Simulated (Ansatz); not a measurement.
## Geometry relaxation of C (part 4 of 5)

Continued. System: C (slab, 7 atoms in the cell). Method: DFT PBE+D3(BJ), scalar-relativistic, plane waves, PAW, spin-polarised (Ansatz 0.2.0); cutoff 420 eV, 12×12×1 k-mesh, Gaussian smearing of 0.05 eV, collinear spins. The structure derives from an entry of the Crystallography Open Database. The input holds or restrains some coordinates. Forces given for the steps count only the free coordinates. It belongs to a series of runs on one base structure; here: C put at a bridge C-C site.

Geometry of the input (Å; fractional positions):
```
2.4650  0.0000  0.0000
-1.2325  2.1348  0.0000
0.0000  0.0000  25.6987
C  0.6667  0.3333  0.3308
C  0.3333  0.6667  0.3308
C  0.3333  0.6667  0.4611
C  0.0000  0.0000  0.4611
C  0.0000  0.0000  0.5914
C  0.6667  0.3333  0.5914
C  0.8333  0.6667  0.6443
```

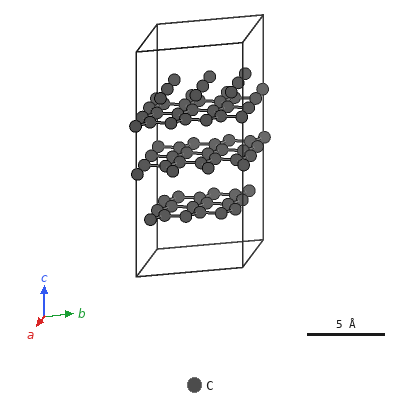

Figure 1. The geometry at step 3 of the log (ball-and-stick view of the 3 × 3 repeat of the cell, with the vacuum cut short, seen slightly off an axis).

Log, continued
```
SCF iter   1: F=—  HF=-1751.976533 eV  |F-HF|=—  |Δ(HF+E_count)|=         —  Δρ=8.52e-3 (↑8.36e-3 ↓8.52e-3)  dr2=1.73e-1  dr2_m=1.51e-2  M=-0.006 μB ∫|m|=0.085 μB  β_m=0.30  ethr=6.14e-4  p=-0.046 e·Å  D=-6.09e-2 V/Å  ΔV_dip=1.57 eV  dr2_dipole=8.63e-3  V_vac-E_F(+/−)=5.85/4.29 eV  ⟨swp⟩=1.1  Hψ=8837  notcnv=0  defer=282
efield: sawtooth ramp at fractional position 0.9675 (handed on by an earlier solve), width 0.0400; the density the first Hamiltonian is built on has a dipole p = -0.046 e·Å; the dipole correction subtracts the counter field D = -6.09e-2 V/Å, which shifts the + side's vacuum level by +1.57 eV against the − side's; the planar-averaged density in the ramp window peaks in size at 3.0e-7 e/Å³
preconditioner: auto → LDOS  [metal: Δε(μ)=0.025 eV  Ē_g=14.528 eV  σ=0.050 eV  W_gap=0.27  n_scr=16 (ndim 8)  ℏωp=16.9 eV  f_vac=0.544  D(μ)=1.54/eV (n_scr^D=10)]
spin=Collinear: LDOS preconditioning applied to the charge; magnetization (m = ρ↑ − ρ↓) channel mixes plain (no charge-response kernel on spin).
SCF iter   2: F=—  HF=-1751.960246 eV  |F-HF|=—  |Δ(HF+E_count)|=   1.63e-2  Δρ=5.72e-3 (↑5.64e-3 ↓5.72e-3)  dr2=5.72e-2  dr2_m=9.22e-3  M=-0.006 μB ∫|m|=0.069 μB  β_m=0.53  ethr=6.14e-4  p=-0.046 e·Å  D=-6.17e-2 V/Å  ΔV_dip=1.58 eV  dr2_dipole=2.42e-3  V_vac-E_F(+/−)=5.86/4.27 eV  ⟨swp⟩=2.3  Hψ=2217  notcnv=0  defer=282
density mixer auto → msr1: a metal under ldos (density of states about μ 0.52 of a free-electron gas's, 16 screened modes)
SCF iter   3: F=—  HF=-1751.965875 eV  |F-HF|=—  |Δ(HF+E_count)|=   5.63e-3  Δρ=1.45e-3 (↑1.45e-3 ↓1.37e-3)  dr2=1.73e-3  dr2_m=1.60e-3  M=-0.004 μB ∫|m|=0.031 μB  β_m=0.62  ethr=2.04e-4  p=-0.047 e·Å  D=-6.25e-2 V/Å  ΔV_dip=1.61 eV  dr2_dipole=2.29e-4  V_vac-E_F(+/−)=5.84/4.24 eV  ⟨swp⟩=2.0  Hψ=3079  notcnv=0  defer=291
SCF iter   4: F=—  HF=-1751.968769 eV  |F-HF|=—  |Δ(HF+E_count)|=   2.89e-3  Δρ=5.26e-4 (↑5.16e-4 ↓5.26e-4)  dr2=5.60e-5  dr2_m=3.24e-4  M=-0.002 μB ∫|m|=0.014 μB  β_m=0.79  ethr=6.16e-6  p=-0.046 e·Å  D=-6.21e-2 V/Å  ΔV_dip=1.60 eV  dr2_dipole=6.73e-6  V_vac-E_F(+/−)=5.84/4.24 eV  ⟨swp⟩=2.2  Hψ=2922  notcnv=0  defer=291
SCF iter   5: F=—  HF=-1751.969361 eV  |F-HF|=—  |Δ(HF+E_count)|=   5.92e-4  Δρ=1.91e-4 (↑1.91e-4 ↓1.77e-4)  dr2=3.20e-5  dr2_m=3.56e-5  M=-0.001 μB ∫|m|=0.005 μB  β_m=0.86  ethr=2.00e-7  p=-0.047 e·Å  D=-6.25e-2 V/Å  ΔV_dip=1.61 eV  dr2_dipole=8.35e-7  V_vac-E_F(+/−)=5.84/4.23 eV  ⟨swp⟩=3.1  Hψ=3714  notcnv=0  defer=294
SCF iter   6: F=—  HF=-1751.969420 eV  |F-HF|=—  |Δ(HF+E_count)|=   5.89e-5  Δρ=8.32e-5 (↑8.32e-5 ↓8.32e-5)  dr2=2.41e-5  dr2_m=2.69e-6  M=-0.001 μB ∫|m|=0.001 μB  β_m=0.76  ethr=1.14e-7  p=-0.046 e·Å  D=-6.22e-2 V/Å  ΔV_dip=1.60 eV  dr2_dipole=2.01e-8  V_vac-E_F(+/−)=5.84/4.24 eV  ⟨swp⟩=2.0  Hψ=2872  notcnv=0  defer=294
SCF iter   7: F=—  HF=-1751.969419 eV  |F-HF|=—  |Δ(HF+E_count)|=   1.08e-6  Δρ=2.96e-5 (↑2.78e-5 ↓2.96e-5)  dr2=2.85e-6  dr2_m=3.78e-7  M=-0.000 μB ∫|m|=0.001 μB  β_m=0.67  ethr=8.59e-8  p=-0.047 e·Å  D=-6.22e-2 V/Å  ΔV_dip=1.60 eV  dr2_dipole=5.32e-8  V_vac-E_F(+/−)=5.84/4.24 eV  ⟨swp⟩=2.0  Hψ=2670  notcnv=0  defer=296
iter 8 did not close the SCF: its close was put off for a magnetic moment that had not settled (scf_convergence_deferred on its scf_iter line)
SCF iter   8: F=-1751.969419 eV  HF=-1751.969419 eV  |F-HF|=2.09e-7  |Δ(HF+E_count)|=   5.43e-8  Δρ=9.21e-6 (↑9.14e-6 ↓9.21e-6)  dr2=3.82e-8  dr2_m=9.61e-8  M=-0.000 μB ∫|m|=0.000 μB  β_m=0.78  ethr=3.57e-10  p=-0.047 e·Å  D=-6.23e-2 V/Å  ΔV_dip=1.60 eV  dr2_dipole=8.09e-9  V_vac-E_F(+/−)=5.84/4.24 eV  ⟨swp⟩=18.0  Hψ=17917  notcnv=0
iter 9 did not close the SCF: its close was put off for a magnetic moment that had not settled (scf_convergence_deferred on its scf_iter line)
SCF iter   9: F=-1751.969419 eV  HF=-1751.969419 eV  |F-HF|=1.03e-8  |Δ(HF+E_count)|=   2.79e-7  Δρ=3.32e-6 (↑3.18e-6 ↓3.32e-6)  dr2=1.54e-8  dr2_m=9.55e-9  M=-0.000 μB ∫|m|=0.000 μB  β_m=0.78  ethr=1.36e-10  p=-0.047 e·Å  D=-6.22e-2 V/Å  ΔV_dip=1.60 eV  dr2_dipole=1.92e-10  V_vac-E_F(+/−)=5.84/4.24 eV  ⟨swp⟩=9.8  Hψ=13550  notcnv=0
iter 10 did not close the SCF: its close was put off for a magnetic moment that had not settled (scf_convergence_deferred on its scf_iter line)
SCF iter  10: F=-1751.969419 eV  HF=-1751.969419 eV  |F-HF|=1.01e-9  |Δ(HF+E_count)|=   1.99e-8  Δρ=1.29e-6 (↑1.29e-6 ↓1.26e-6)  dr2=5.02e-9  dr2_m=1.11e-9  M=-0.000 μB ∫|m|=0.000 μB  β_m=0.72  ethr=5.50e-11  p=-0.047 e·Å  D=-6.22e-2 V/Å  ΔV_dip=1.60 eV  dr2_dipole=9.06e-10  V_vac-E_F(+/−)=5.84/4.24 eV  ⟨swp⟩=8.3  Hψ=12431  notcnv=0
iter 11 did not close the SCF: its close was put off for a magnetic moment that had not settled (scf_convergence_deferred on its scf_iter line)
SCF iter  11: F=-1751.969419 eV  HF=-1751.969419 eV  |F-HF|=1.11e-9  |Δ(HF+E_count)|=   4.49e-9  Δρ=6.75e-7 (↑6.59e-7 ↓6.75e-7)  dr2=1.78e-10  dr2_m=5.15e-10  M=-0.000 μB ∫|m|=0.000 μB  β_m=0.86  ethr=1.79e-11  p=-0.047 e·Å  D=-6.23e-2 V/Å  ΔV_dip=1.60 eV  dr2_dipole=1.61e-11  V_vac-E_F(+/−)=5.84/4.24 eV  ⟨swp⟩=7.5  Hψ=11305  notcnv=0
iter 12 did not close the SCF: its close was put off for a magnetic moment that had not settled (scf_convergence_deferred on its scf_iter line)
SCF iter  12: F=-1751.969419 eV  HF=-1751.969419 eV  |F-HF|=2.04e-10  |Δ(HF+E_count)|=   1.55e-9  Δρ=3.64e-7 (↑3.60e-7 ↓3.64e-7)  dr2=2.16e-11  dr2_m=1.60e-10  M=-0.000 μB ∫|m|=0.000 μB  β_m=0.93  ethr=1.00e-12  p=-0.047 e·Å  D=-6.23e-2 V/Å  ΔV_dip=1.60 eV  dr2_dipole=2.96e-12  V_vac-E_F(+/−)=5.84/4.24 eV  ⟨swp⟩=6.3  Hψ=10526  notcnv=0
iter 13 did not close the SCF: its close was put off for a magnetic moment that had not settled (scf_convergence_deferred on its scf_iter line)
SCF iter  13: F=-1751.969419 eV  HF=-1751.969419 eV  |F-HF|=6.39e-11  |Δ(HF+E_count)|=  4.28e-10  Δρ=2.03e-7 (↑1.80e-7 ↓2.03e-7)  dr2=1.07e-11  dr2_m=4.38e-11  M=-0.000 μB ∫|m|=0.000 μB  β_m=0.97  ethr=1.00e-12  p=-0.047 e·Å  D=-6.23e-2 V/Å  ΔV_dip=1.60 eV  dr2_dipole=8.72e-13  V_vac-E_F(+/−)=5.84/4.24 eV  ⟨swp⟩=5.8  Hψ=10292  notcnv=0
SCF iter  14: F=-1751.969419 eV  HF=-1751.969419 eV  |F-HF|=2.73e-11  |Δ(HF+E_count)|=  1.41e-10  Δρ=1.17e-7 (↑1.17e-7 ↓8.11e-8)  dr2=9.97e-12  dr2_m=9.66e-12  M=-0.000 μB ∫|m|=0.000 μB  ethr=1.00e-12  p=-0.047 e·Å  D=-6.23e-2 V/Å  ΔV_dip=1.60 eV  dr2_dipole=8.74e-16  V_vac-E_F(+/−)=5.84/4.24 eV  ⟨swp⟩=5.9  Hψ=10046  notcnv=0
the starting moments were not kept: the SCF closed with an absolute magnetisation of 1.2e-5 μB, where they sum to 2 μB in size (1 site). That is at most 0.1 of that sum. Measured as dr2_m measures the in/out step, that magnetisation stands 7.3e-11 eV from none, at or under the dr2_threshold of 1.0e-7 eV: it is no larger than a step whose dr2_m would equal this threshold.
SCF 23 converged in 14 iterations: F = -1751.969419 eV  dr2 = 9.97e-12
relax step  23: F+E_penalty+E_count = -1751.96941948 eV  Δ(F+E_penalty+E_count) = -6.611e-4 eV  max|allowed force component| = 3.585e-3 eV/Å  Δτ_max = 0.0952 Å  (14 SCF iters, accepted)
WARN: The output density's exchange-correlation potential varies sharply where the density is thin. Do not read a vacuum level from v_tot or v_xc, or from such a field of the output density. On a cell that repeats whose density bears no net charge and no dipole along the vacuum's axis use v_es (v_loc + v_h of the components); under efield.dipole_correction with no amplitude use v_es + v_field, which holds any external_charges[].barrier, or the levels of the report's work_function block, which leave it out; under a non-zero efield.amplitude the vacuum is tilted and has no level; on a cell that repeats and bears such a dipole with no correction it is tilted too, and efield.dipole_correction with no amplitude gives each side of its ramp a level where efield: is served; in a cell that repeats whose density bears a net charge (total_charge, or a fill off its count) it is curved and has none; of a slab under crystal.periodic whose density bears no net charge use v_es, which has a level on each side, short of where the two are joined; of another it falls or rises all the way out and has none; of a slab beside external_charges read slab_vacuum_level instead, which it has where they leave it neutral. The grid or the basis barely resolves most such structure, and the values can differ between equally converged runs; as a rule a tighter scf.convergence.dr2_threshold does not remove it. Where the density itself ripples (under the LDA too) a higher basis.ecutwfc lessens it. The files hold the spikes' plane waves up to the density's cutoff. Files: v_tot_of_output_density and the like, and their columns of v_z.tsv (output.write_potential); v_xc_of_output_density and the like, and their columns of v_comp_z.tsv (output.write_potential_components). Measured: with its Gaussian average of σ = 0.25 Å subtracted twice, the exchange-correlation potential is over 0.1 eV at 18 of the grid points where the equally averaged density (valence and model cores) is under 1e-3 e/Å³, and 0.205 eV at the most among them, at an averaged density of 1.9e-7 e/Å³. The input density's (outcome.potential() and, of a run that writes arrays, v_tot and v_xc) is over 0.1 eV, so measured, at 16 points of its own thin density, 0.197 eV at the most. See output.write_potential in the manual, Limitations
SCF converged after 14 iterations
Magnetization: -0.0000 μB (14.0000 up, 14.0000 down)
Absolute magnetization: 0.0000 μB (∫|ρ↑−ρ↓|, with the PAW one-centre terms)
Spin contamination: 0.0000 ħ² per cell (⟨S²⟩ above its minimum at these occupations)
Per-site moments (μB) at R_I (Å): [(-1.0484562103541123e-7, 0.5870691369367936), (7.190863933612749e-8, 0.5870691369367936), (-1.356327184407271e-7, 0.5868476708811755), (3.0917158358883766e-8, 0.5868476708811755), (-3.9297581338736905e-6, 0.5934472292554381), (5.131386719236727e-7, 0.5934472292554381), (-1.069893909064323e-6, 0.6648948020396399)]
Free energy (F): -1751.969419 eV
Harris-Foulkes:  -1751.969419 eV  (|F-HF|=2.73e-11)
Internal energy: -1751.967711 eV  (E = F + TS)
E sigma→0 (E₀):  -1751.968565 eV
Entropy (-TS):   -0.001709 eV (-0.244 meV/atom)
Fermi energy:    0.603373 eV
Dipole field:    D = -0.062252 V/Å  (p = -0.046525 e·Å, saw-weighted, corrected)
Work function:   Φ+ = 5.8354 eV   Φ− = 4.2356 eV
Levels:          The Fermi level and band energies are counted from a zero that moves with the ramp; work functions are not
--- Per-component energies (eV) ---
  E_band       = -241.628700
  E_kinetic    = 624.828139
  E_local      = -20630.526030  (includes V_loc(G=0)·N_el)
  E_nonlocal   = 192.802936
  E_hartree    = 10014.950347
  E_xc         = -334.227713
  E_vxc        = -413.698598  (∫ρ·V_xc dr)
  E_paw        = -693.337101  (= ΣΔE_a)
  E_vpaw       = -44.991217  (= ΣTr[D̂ρ^β])
  E_aug_tail   = 0.000045  (compensation charges beyond the density's cutoff)
  E_efield     = 0.001448  (sawtooth field / dipole correction)
  E_vefield    = 0.055369  (∫n·V_field dr)
  E_ewald      = 9074.515463
  E_disp       = -0.975246  (pairwise vdW)
  E_smearing   = -0.001709  (= −TS)
  E_closure    = -0.000000  (closes the sum)
  Σ components = -1751.969419   (vs F -1751.969419, Δ=0.00e0)
--- Forces (eV/Å), atoms counted from 1 ---
  atom   1  C      0.00000000    -0.03873939     0.02066167
  atom   2  C     -0.00000000     0.03435868    -0.01540258
  atom   3  C     -0.00000000     0.00106974    -0.00042154
  atom   4  C     -0.00000000     0.00094565    -0.00016560
  atom   5  C     -0.00000000     0.00141235    -0.00032564
  atom   6  C     -0.00000000     0.00006806    -0.00075922
  atom   7  C     -0.00000000     0.00088468    -0.00358481
  max |Σ_I F_I| component: 2.28e-6 eV/Å
--- Band table (eV; the first three rows and the last of 86) ---
  k-point 0 ↑: bands = ["-21.0805", "-19.1880", "-18.9357", "-13.0679", "-7.7337", "-6.8663", "-6.2869", "-3.6574", "-3.6471", "-2.6725", "-2.6573", "-2.4670", "-2.4657", "0.9148", "4.1520", "4.8695", "4.8792", "5.4480", "6.0514", "6.5731", "7.1172", "7.8477"]
  k-point 1 ↑: bands = ["-20.9117", "-19.0235", "-18.7721", "-12.8989", "-7.5364", "-6.6779", "-6.1123", "-4.3853", "-3.9919", "-3.3247", "-3.1179", "-2.9976", "-2.8062", "1.0001", "4.3615", "4.3904", "4.8224", "5.6715", "6.2714", "6.7749", "7.3361", "7.8272"]
  k-point 2 ↑: bands = ["-20.4073", "-18.5317", "-18.2829", "-12.4014", "-6.9507", "-6.1742", "-6.1031", "-5.5892", "-4.9655", "-4.7953", "-4.7577", "-3.7945", "-3.6009", "1.0403", "3.1907", "4.5593", "5.0352", "6.3370", "6.9017", "7.2304", "7.7018", "7.9951"]
  k-point 42 ↓: bands = ["-16.7082", "-14.8915", "-14.6607", "-11.8594", "-10.1700", "-9.9635", "-9.8249", "-8.7402", "-8.5996", "-8.3912", "-2.8477", "-2.6452", "-2.2201", "-1.8471", "0.2820", "2.0369", "3.0408", "3.5004", "8.1981", "9.9546", "10.6644", "11.3619"]
--- Relaxed structure (23 steps of the walk, 22 accepted, 0 SCFs on fresh bases) ---
  F+E_penalty+E_count = -1751.96941948 eV   max|allowed force component| = 3.585e-3 eV/Å
  atoms:
    - { symbol: C, position: [0.6666666666500001, 0.33333333330000003, 0.3307558715999999] }
    - { symbol: C, position: [0.3333333333499999, 0.6666666667, 0.33081852089999997] }
    - { symbol: C, position: [0.28722678928609624, 0.5744535785721926, 0.46235082205832634] }
    - { symbol: C, position: [-0.04598082926558599, -0.09196165853117208, 0.4624085616216397] }
    - { symbol: C, position: [-0.2921171948148273, -0.5842343896296548, 0.5851526430964511] }
    - { symbol: C, position: [0.3746171425062542, -0.2507657149874915, 0.5934141039769649] }
    - { symbol: C, position: [0.37551068045724567, -0.2489786390855085, 0.6561355995328895] }
--- Löwdin populations: 7 sites ---
  site symbol       q [e]    m [muB]
     0      C      3.9673    -0.0000
     1      C      3.9591     0.0000
     2      C      3.9703    -0.0000
     3      C      3.9782     0.0000
     4      C      3.8926    -0.0000
     5      C      3.9600     0.0000
     6      C      4.0283    -0.0000
  spilling = 0.008720 (of n_electrons = 28.000000)
```

File populations.tsv
```
# site	symbol	l	j	q_up	q_dn
# orbitals = lowdin
# n_electrons = 28.000000
# spilling = 0.008720
0	C	0_2S	-	0.453772	0.453772
0	C	1_2P	-	1.529872	1.529872
1	C	0_2S	-	0.454489	0.454489
1	C	1_2P	-	1.525071	1.525071
2	C	0_2S	-	0.454456	0.454456
2	C	1_2P	-	1.530712	1.530713
3	C	0_2S	-	0.453828	0.453828
3	C	1_2P	-	1.535258	1.535258
4	C	0_2S	-	0.472491	0.472492
4	C	1_2P	-	1.473793	1.473802
5	C	0_2S	-	0.441454	0.441453
5	C	1_2P	-	1.538555	1.538554
6	C	0_2S	-	0.860450	0.860450
6	C	1_2P	-	1.153706	1.153709
```

Trajectory as extended XYZ (Å, eV, eV/Å), 23 frames, from step=1 to step=23
```
7
Lattice="2.4650 0.0000 0.0000 -1.2325 2.1348 0.0000 0.0000 0.0000 25.6987" Properties=species:S:1:pos:R:3:forces:R:3 step=1 energy=-1751.16406
C     1.2325    0.7116    8.5000    0.0000  -0.0004   0.0116
C     0.0000    1.4232    8.5016    0.0000  -0.0002  -0.0171
C     0.0000    1.4232   11.8486    0.0000   0.0083   0.0163
C     0.0000    0.0000   11.8502    0.0000  -0.0024  -0.0029
C     0.0000    0.0000   15.1971    0.0000  -0.0918  -1.8257
C     1.2325    0.7116   15.1987    0.0000   0.0830  -1.8820
C     1.2325    1.4232   16.5587    0.0000   0.0036   3.6995
7
Lattice="2.4650 0.0000 0.0000 -1.2325 2.1348 0.0000 0.0000 0.0000 25.6987" Properties=species:S:1:pos:R:3:forces:R:3 step=2 energy=-1751.33218
C     1.2325    0.7116    8.5000    0.0000  -0.0007   0.0246
C     0.0000    1.4232    8.5016    0.0000   0.0005  -0.0095
C     0.0000    1.4523   11.9162    0.0000  -0.0042  -0.0262
C     0.0000    0.0290   11.9171    0.0000   0.0114  -0.0226
C     0.0000   -0.0203   15.1528    0.0000   0.0858  -1.4596
C     1.2325    0.6973   15.1539    0.0000  -0.0943  -1.5130
C     1.2325    1.4056   16.5664    0.0000   0.0016   3.0063
7
Lattice="2.4650 0.0000 0.0000 -1.2325 2.1348 0.0000 0.0000 0.0000 25.6987" Properties=species:S:1:pos:R:3:forces:R:3 step=3 energy=-1751.69543
C     1.2325    0.7116    8.5000    0.0000   0.0180   0.0168
C     0.0000    1.4232    8.5016    0.0000  -0.0151  -0.0203
C     0.0000    1.4928   11.8526    0.0000   0.0279  -0.0220
C     0.0000    0.0701   11.8528    0.0000  -0.0192   0.0081
C     0.0000   -0.0524   15.1065    0.0000   0.4666  -0.1310
C     1.2325    0.6796   15.1049    0.0000  -0.4733  -0.1277
C     1.2325    1.3797   16.7590    0.0000  -0.0050   0.2761
7
Lattice="2.4650 0.0000 0.0000 -1.2325 2.1348 0.0000 0.0000 0.0000 25.6987" Properties=species:S:1:pos:R:3:forces:R:3 step=4 energy=-1751.69935
C     1.2325    0.7116    8.5000    0.0000   0.0319   0.0151
C     0.0000    1.4232    8.5016    0.0000  -0.0264  -0.0217
C     0.0000    1.5509   11.8447    0.0000  -0.0037   0.0154
C     0.0000    0.1276   11.8468    0.0000   0.0089  -0.0166
C     0.0000   -0.0885   15.1145    0.0000  -0.4422   0.0549
C     1.2325    0.6290   15.1129    0.0000   0.4379   0.0671
C     1.2325    1.3357   16.8034    0.0000  -0.0064  -0.1142
7
Lattice="2.4650 0.0000 0.0000 -1.2325 2.1348 0.0000 0.0000 0.0000 25.6987" Properties=species:S:1:pos:R:3:forces:R:3 step=5 energy=-1751.70220
C     1.2325    0.7116    8.5000    0.0000   0.0397   0.0161
C     0.0000    1.4232    8.5016    0.0000  -0.0327  -0.0214
C     0.0000    1.5852   11.8513    0.0000   0.0019  -0.0012
C     0.0000    0.1620   11.8523    0.0000   0.0003   0.0048
C     0.0000   -0.1300   15.1304    0.0000  -0.0006  -0.0041
C     1.2325    0.5946   15.1293    0.0000  -0.0025   0.0090
C     1.2325    1.2970   16.8086    0.0000  -0.0061  -0.0031
7
Lattice="2.4650 0.0000 0.0000 -1.2325 2.1348 0.0000 0.0000 0.0000 25.6987" Properties=species:S:1:pos:R:3:forces:R:3 step=6 energy=-1751.70256
C     1.2325    0.7116    8.5000    0.0000   0.0442   0.0182
C     0.0000    1.4232    8.5016    0.0000  -0.0367  -0.0199
C     0.0000    1.6051   11.8633    0.0000   0.0006  -0.0008
C     0.0000    0.1818   11.8643    0.0000   0.0001   0.0013
C     0.0000   -0.1659   15.1399    0.0000   0.0340  -0.0130
C     1.2325    0.5593   15.1391    0.0000  -0.0356   0.0019
C     1.2325    1.2607   16.8168    0.0000  -0.0066   0.0122
```
